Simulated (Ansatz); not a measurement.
# ZnSe: geometry relaxation

The run: geometry relaxation of ZnSe (2 atoms in the cell). Method and program: DFT PBEsol, scalar-relativistic, plane waves, PAW, no spin polarisation (Ansatz 0.2.0).

The structure derives from an entry of the Crystallography Open Database. It belongs to a series of runs on one base structure; here: cell and atoms relaxed tightly for response.

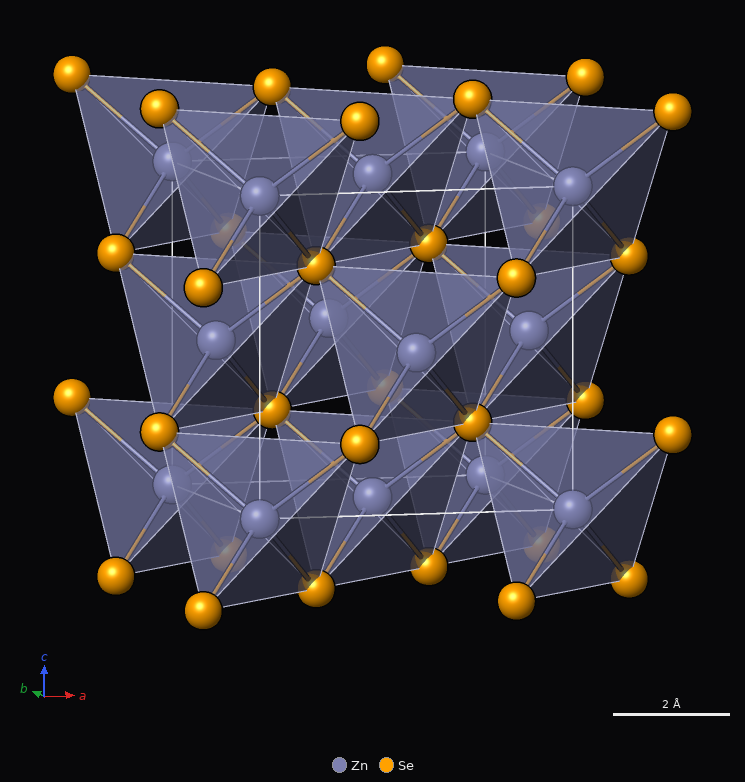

Figure 1. The input geometry (polyhedral view of the cell 4 times as large as that of the calculation, set on its symmetry axes, seen slightly off an axis; polyhedra are completed across the faces of the cell).

Summary

| quantity | value |
| --- | --- |
| outcome | converged |
| space group (tolerance 0.01 Å) | F-43m (216) |
| electrons treated | 28 |
| free energy | −8706.4545 eV |
| Fermi energy | 6.900 eV |
| gap on the k-point mesh | 1.24 eV |
| pressure | 0.01 GPa |
| final volume | 44.69 Å³ |
| largest force (length of the vector) at the end | under 0.001 eV/Å |
| final cell | a = 3.983 Å, b = 3.983 Å, c = 3.983 Å, α = 60.00°, β = 60.00°, γ = 60.00° |
| hardware | 1 thread of Arm Neoverse V1, 24 GiB of memory available, shared host |
| wall time | 6 s |
| peak memory | 0.33 GiB |

Input file
```yaml
crystal:
  lattice:
    - [0.0, 2.8166002601, 2.8166002601]
    - [2.8166002601, 0.0, 2.8166002601]
    - [2.8166002601, 2.8166002601, 0.0]
  atoms:
    - { symbol: Zn, position: [0.0, 0.0, 0.0] }
    - { symbol: Se, position: [0.25, 0.25, 0.25] }
basis:
  ecutwfc: 420
kpoints:
  mp_grid: { grid: [8, 8, 8] }
hamiltonian:
  xc: pbesol
scf:
  occupations: { method: fixed }
output:
  forces: true
  stress: true
  eigenvalues: true
  write_density: true
  write_potential: true
  elf: true
  volumetric_format: npy
relax:
  adjacent_minimum: "off"
  f_tol: 0.001
  max_steps: 60
  cell: { stress_tol: 0.01 }
```

Command:
```bash
ansatz run input.yaml --threads 1 --pin off --max-ram 4096MiB --backend cpu --events-out ev --progress --plain --runs-dir out
```

Log
```
Engine: ansatz 0.2.0, aarch64-unknown-linux-gnu
Pseudopotentials: kind: paw
Pseudopotential: Zn, paw, valence charge 12, recommended cutoff 420 eV (normal), Zn.paw.azcp
Pseudopotential: Se, paw, valence charge 16, recommended cutoff 420 eV (normal), Se.paw.azcp
Functional definition: PBEsol
  exchange = pbesol_x
  correlation = pbesol_c
Crystal: 2 atoms, lattice volume = 44.690 Å³
Basis set: ecut = 420 eV, 893 PW (Γ), exchange–correlation on 54×54×54 points (8 copies of the dense FFT grid, shifted against one another)
Bands: 18, of which v1, the nominal top of the filled ones, is band 14 counted from 1 (13 counted from 0)
Symmetry: 24 space group operations
Space group: F-43m (ITA 216), of the structure as read, at distance tolerance 3.5e-5 Å
k-points: 29 of 512 (time reversal used)
Non-local potential: Zn, projectors of the file, l = 0: 2, l = 1: 2, l = 2: 3, l = 3: 1
Non-local potential: Se, projectors of the file, l = 0: 2, l = 1: 2, l = 2: 3, l = 3: 1
PAW form: soft (Blöchl's): semilocal exchange-correlation on the pseudo side does not see the compensation charge
PAW frozen core: Zn, regenerated for the run's functional, and the local potential with it (the file was generated under x = pbe(κ = 0.804, μ = 0.2195149727645171), c = pbe(β = 0.06672455060314922))
PAW frozen core: Se, regenerated for the run's functional, and the local potential with it (the file was generated under x = pbe(κ = 0.804, μ = 0.2195149727645171), c = pbe(β = 0.06672455060314922))
PAW one-centre angular grid: Zn, 590 points (default); XC on 64 Gauss nodes
PAW one-centre angular grid: Se, 590 points (default); XC on 64 Gauss nodes
Initial density: superposition of atomic densities (neutral atoms: chi_scale 0, normalization atom), corrected by the library's trained network
Initial wavefunctions: pseudopotential atomic-orbital guess
Functional: x = pbesol(κ = 0.804, μ = 0.12345679012345678), c = pbesol(β = 0.046)
SCF iter   1: F=—  HF=-8706.456923 eV  |F-HF|=—  |Δ(HF+E_count)|=         —  Δρ=3.95e-3  dr2=6.76e-3  ethr=1.77e-3  ⟨swp⟩=4.9  Hψ=2400  notcnv=0  defer=49
preconditioner: auto → none  [insulator: Δε(μ)=1.210 eV  Ē_g=11.904 eV  n_scr=14 (ndim 8)  ℏωp=23.6 eV  f_vac=0.112  ε∞_Penn≈4.9]
SCF iter   2: F=—  HF=-8706.454557 eV  |F-HF|=—  |Δ(HF+E_count)|=   2.37e-3  Δρ=9.91e-4  dr2=2.68e-4  ethr=2.42e-5  ⟨swp⟩=2.0  Hψ=1065  notcnv=0  defer=53
SCF iter   3: F=—  HF=-8706.454507 eV  |F-HF|=—  |Δ(HF+E_count)|=   5.00e-5  Δρ=8.09e-4  dr2=1.67e-4  ethr=9.58e-7  ⟨swp⟩=2.0  Hψ=818  notcnv=0  defer=53
SCF iter   4: F=—  HF=-8706.454485 eV  |F-HF|=—  |Δ(HF+E_count)|=   2.15e-5  Δρ=2.66e-4  dr2=1.99e-5  ethr=5.95e-7  ⟨swp⟩=2.0  Hψ=688  notcnv=0  defer=8
SCF iter   5: F=—  HF=-8706.454488 eV  |F-HF|=—  |Δ(HF+E_count)|=   2.79e-6  Δρ=6.10e-5  dr2=1.01e-6  ethr=7.10e-8  ⟨swp⟩=2.1  Hψ=622  notcnv=0
SCF iter   6: F=-8706.454489 eV  HF=-8706.454489 eV  |F-HF|=2.19e-8  |Δ(HF+E_count)|=   6.74e-7  Δρ=8.34e-6  dr2=2.00e-8  ethr=3.57e-10  ⟨swp⟩=8.4  Hψ=3887  notcnv=0
SCF 1 converged in 6 iterations: F = -8706.454489 eV  dr2 = 2.00e-8
  greatest PAW one-centre occupation: 1.000 electrons in one spin orbital (limit 2), on the Se atom at site 1 (counted from 0), in its partial waves of l = 2
relax step   1: F+E_penalty+E_count = -8706.45448866 eV  Δ(F+E_penalty+E_count) = +0.000e0 eV  max|allowed force component| = 1.365e-16 eV/Å  Δτ_max = 0.0000 Å  P = +0.010 GPa  Ω = 44.690 Å³  (6 SCF iters, dr2 threshold 1.00e-7 eV, accepted)
Initial density: handed on by an earlier stage of this run
Initial wavefunctions: pseudopotential atomic-orbital guess (no wavefunctions were taken with the density)
iter 1 solved again at ethr=2.19e-8 eV; its pass at ethr=3.10e-3 eV (dr2=6.12e-6 eV) is discarded
SCF iter   1: F=—  HF=-8706.454492 eV  |F-HF|=—  |Δ(HF+E_count)|=         —  Δρ=8.26e-6  dr2=1.98e-8  ethr=2.19e-8  ⟨swp⟩=3.2  Hψ=3781  notcnv=0  defer=51
preconditioner: auto → none  [insulator: Δε(μ)=1.239 eV  Ē_g=11.937 eV  n_scr=14 (ndim 8)  ℏωp=23.6 eV  f_vac=0.103  ε∞_Penn≈4.9]
SCF iter   2: F=—  HF=-8706.454489 eV  |F-HF|=—  |Δ(HF+E_count)|=   3.58e-6  Δρ=4.65e-6  dr2=5.78e-9  ethr=7.09e-11  ⟨swp⟩=2.1  Hψ=914  notcnv=0  defer=22
SCF iter   3: F=—  HF=-8706.454489 eV  |F-HF|=—  |Δ(HF+E_count)|=   9.03e-9  Δρ=1.83e-6  dr2=1.36e-9  ethr=2.07e-11  ⟨swp⟩=2.0  Hψ=772  notcnv=0  defer=22
SCF iter   4: F=—  HF=-8706.454489 eV  |F-HF|=—  |Δ(HF+E_count)|=  4.40e-10  Δρ=4.54e-7  dr2=6.59e-11  ethr=4.86e-12  ⟨swp⟩=2.0  Hψ=755  notcnv=0  defer=22
SCF iter   5: F=—  HF=-8706.454489 eV  |F-HF|=—  |Δ(HF+E_count)|=  2.18e-11  Δρ=6.64e-8  dr2=1.44e-12  ethr=2.35e-13 (applied; sched 1.00e-12)  ⟨swp⟩=2.2  Hψ=892  notcnv=0  defer=22
SCF iter   6: F=-8706.454489 eV  HF=-8706.454489 eV  |F-HF|=3.64e-12  |Δ(HF+E_count)|=    0.00e0  Δρ=2.25e-8  dr2=1.12e-13  ethr=1.00e-12  ⟨swp⟩=7.1  Hψ=2605  notcnv=0
SCF 2 converged in 6 iterations: F = -8706.454489 eV  dr2 = 1.12e-13
relax step   2: F+E_penalty+E_count = -8706.45448867 eV  Δ(F+E_penalty+E_count) = -4.729e-9 eV  max|allowed force component| = 1.272e-16 eV/Å  Δτ_max = 0.0000 Å  P = +0.010 GPa  Ω = 44.690 Å³  stress off target by 9.82e-3 GPa  SCF on the basis re-selected at this cell (its energy is not comparable with the rows above)  (6 SCF iters)
```

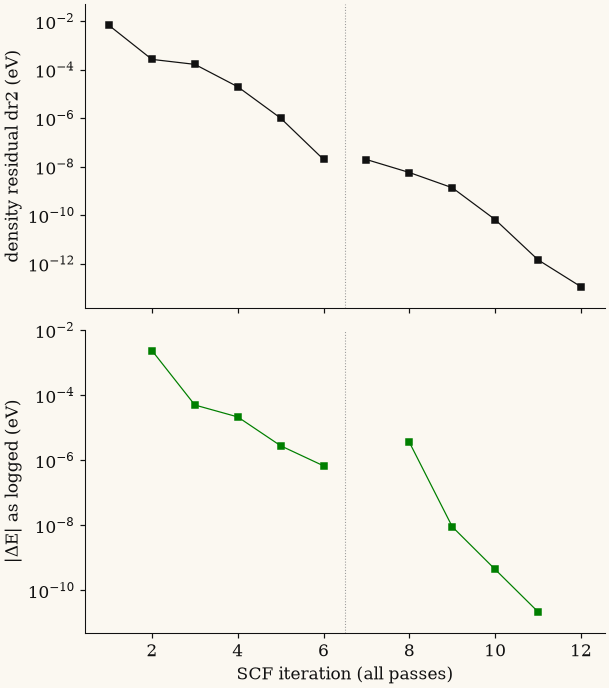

Figure 2. Convergence of the self-consistent field: density residual dr2 and size of the energy change against the SCF iteration. The dotted lines part the SCF passes of the relaxation: geometry steps, rejected trials and re-solves on a re-selected basis. The passes take 6 and 6 iterations.

```
basis re-selected at this cell: Δ(F+E_penalty+E_count) = -4.729e-9 eV, ΔP = +0.000 GPa vs the last step (what re-selecting the basis moved, of the pressure what is left beyond the Pulay correction that the steps carried, after the strain that the cell walked since its last selection, with what the two solves' SCF thresholds leave and, on support functions, any second-order correction that the steps lacked; it is no measure of the basis error at this ecutwfc). This SCF's stress stands 9.82e-3 GPa from its target on what of the cell is left free (relax.cell.stress_tol is 1.00e-2 GPa) and its largest allowed force component is 1.27e-16 eV/Å (relax.f_tol is 1.00e-3 eV/Å): within both
SCF converged after 6 iterations
Free energy (F): -8706.454489 eV
Harris-Foulkes:  -8706.454489 eV  (|F-HF|=3.64e-12)
Internal energy: -8706.454489 eV  (E = F + TS)
E sigma→0 (E₀):  -8706.454489 eV
Fermi energy:    6.899710 eV
--- Per-component energies (eV) ---
  E_band       = -380.514086
  E_kinetic    = 250.423082
  E_local      = -4367.141118  (includes V_loc(G=0)·N_el)
  E_nonlocal   = 22.591167
  E_hartree    = 2021.326273
  E_xc         = -239.173458
  E_vxc        = -150.838596  (∫ρ·V_xc dr)
  E_paw        = -3658.726863  (= ΣΔE_a)
  E_vpaw       = -178.200242  (= ΣTr[D̂ρ^β])
  E_aug_tail   = -0.000929  (compensation charges beyond the density's cutoff)
  E_ewald      = -2737.558448
  E_core_change = 1.805805  (= ΣΔE_core)
  E_smearing   = -0.000000  (= −TS)
  E_closure    = -0.000000  (closes the sum)
  Σ components = -8706.454489   (vs F -8706.454489, Δ=0.00e0)
--- Forces (eV/Å), atoms counted from 1 ---
  atom   1  Zn     0.00000000    -0.00000000    -0.00000000
  atom   2  Se    -0.00000000     0.00000000    -0.00000000
  max |Σ_I F_I| component: 1.53e-16 eV/Å
--- Stress (GPa, compression-positive) ---
        0.009817      -0.000000      -0.000000
       -0.000000       0.009817       0.000000
       -0.000000       0.000000       0.009817
  P = ⅓ Tr σ = 0.0098 GPa (0.098 kbar)
--- Band table (eV; the first three rows and the last of 29) ---
  k-point 0: bands = ["-40.0499", "-40.0499", "-40.0499", "-40.0451", "-40.0451", "-6.5078", "0.2757", "0.2757", "0.2757", "0.6643", "0.6643", "6.8997", "6.8997", "6.8997", "8.1390", "12.6387", "12.6387", "12.6387"]
  k-point 1: bands = ["-40.0499", "-40.0499", "-40.0499", "-40.0451", "-40.0451", "-6.4027", "0.2804", "0.2923", "0.2923", "0.6627", "0.6627", "5.5399", "6.7408", "6.7408", "9.1476", "12.5735", "12.9002", "12.9002"]
  k-point 2: bands = ["-40.0499", "-40.0498", "-40.0498", "-40.0450", "-40.0450", "-6.1292", "0.3287", "0.3287", "0.3310", "0.6641", "0.6641", "3.7713", "6.4030", "6.4030", "9.6011", "13.2829", "13.2829", "13.4103"]
  k-point 28: bands = ["-40.0498", "-40.0497", "-40.0495", "-40.0451", "-40.0449", "-5.3926", "0.3915", "0.4931", "0.6259", "0.6326", "0.9796", "2.0942", "4.0287", "4.1119", "12.2616", "12.5033", "13.8085", "14.4834"]
--- Relaxed structure (1 steps of the walk, 1 accepted, 1 SCFs on fresh bases) ---
  F+E_penalty+E_count = -8706.45448867 eV   max|allowed force component| = 1.272e-16 eV/Å   (the final SCF, on the basis selected at the relaxed cell)
  cell:  # Å, volume = 44.6895 Å³
    - [0.0, 2.8166002601, 2.8166002601]
    - [2.8166002601, 0.0, 2.8166002601]
    - [2.8166002601, 2.8166002601, 0.0]
  atoms:
    - { symbol: Zn, position: [0.0, 0.0, 0.0] }
    - { symbol: Se, position: [0.25, 0.25, 0.25] }
```

Trajectory as extended XYZ (Å, eV, eV/Å), 2 frames, from step=1 to step=2
```
2
Lattice="0.0000 2.8166 2.8166 2.8166 0.0000 2.8166 2.8166 2.8166 0.0000" Properties=species:S:1:pos:R:3:forces:R:3 step=1 energy=-8706.45449 pressure_GPa=0.01
Zn    0.0000    0.0000    0.0000    0.0000   0.0000   0.0000
Se    1.4083    1.4083    1.4083    0.0000   0.0000   0.0000
2
Lattice="0.0000 2.8166 2.8166 2.8166 0.0000 2.8166 2.8166 2.8166 0.0000" Properties=species:S:1:pos:R:3:forces:R:3 step=2 energy=-8706.45449 pressure_GPa=0.01
Zn    0.0000    0.0000    0.0000    0.0000   0.0000   0.0000
Se    1.4083    1.4083    1.4083    0.0000   0.0000   0.0000
```

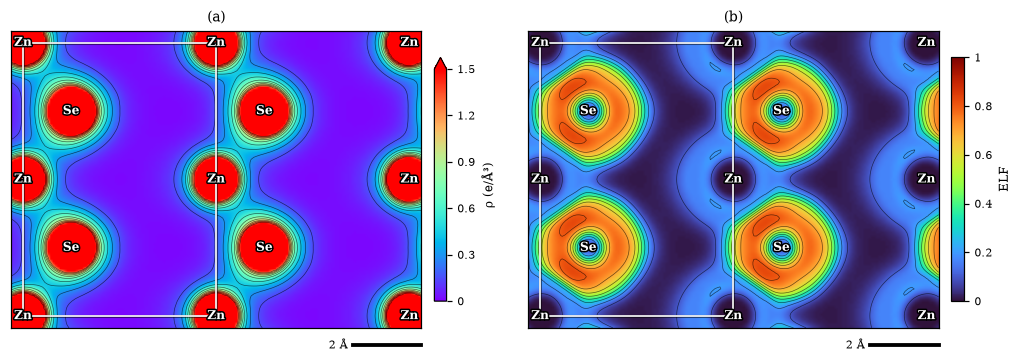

Figure 3. (a) valence charge density (pseudo); (b) ELF on the (101) plane of the conventional cell. The section cuts through Zn and Se sites. Zn–Se (2.44 Å): ρ at the midpoint is about 0.47 e/Å³; the ELF is about 0.60 at the midpoint. Away from the nuclei the density in this plane falls to 0.01 e/Å³ at its lowest. In a PAW calculation such maps are meaningful between the atoms, not at the nuclei.

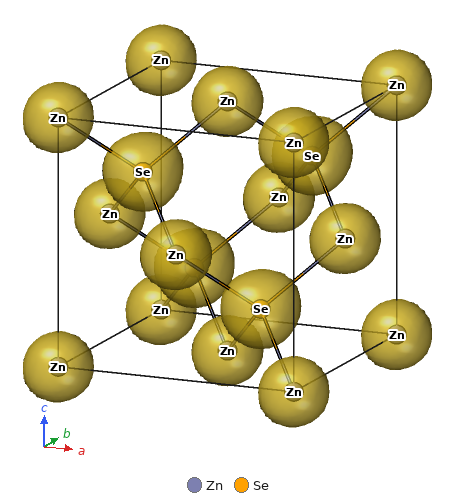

Figure 4. Isosurface of the valence pseudo-density at 0.8 e/Å³ (yellow), seen slightly off an axis. Sticks mark near contacts. The outline is the cell set on symmetry axes. At this value the density breaks into separate islands; it holds about 75 % of the electrons treated as valence. It is pinched off along the Zn–Se (2.44 Å) contacts. On the grid the lowest density along these lines, outside the cores, is 0.44 e/Å³ (Zn–Se, 2.44 Å).
